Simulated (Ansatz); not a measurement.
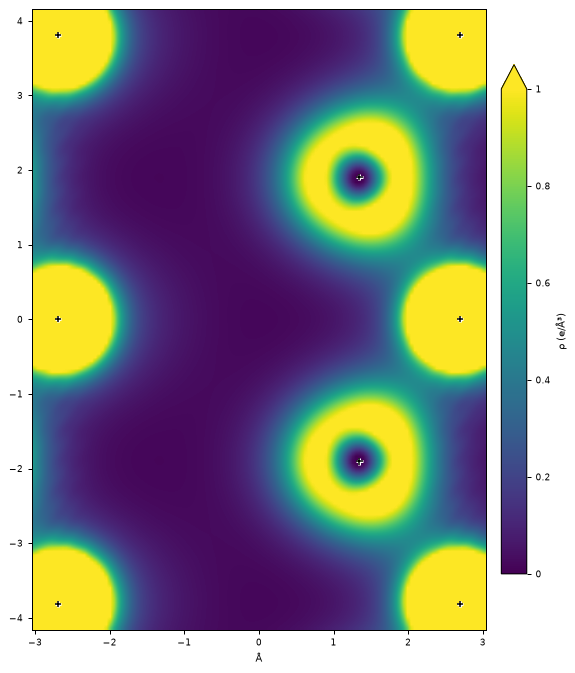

The valence charge density (pseudo) on a plane through atoms (crosses mark nuclei in the plane).

All numbers below come from DFT r2SCAN, scalar-relativistic, plane waves, PAW (Ansatz 0.2.0).

Candidates:
A. GaP, a = 5.45 Å, b = 5.45 Å, c = 5.45 Å, α = 90.00°, β = 90.00°, γ = 90.00°. Space group F-43m.
B. ZnS, a = 5.39 Å, b = 5.39 Å, c = 5.39 Å, α = 90.00°, β = 90.00°, γ = 90.00°. Space group F-43m.

> Which system is this?

Candidate B: ZnS on the (110) plane of the conventional cell, which holds Zn and S. Zn–S (2.33 Å): ρ at the midpoint is about 0.52 e/Å³.
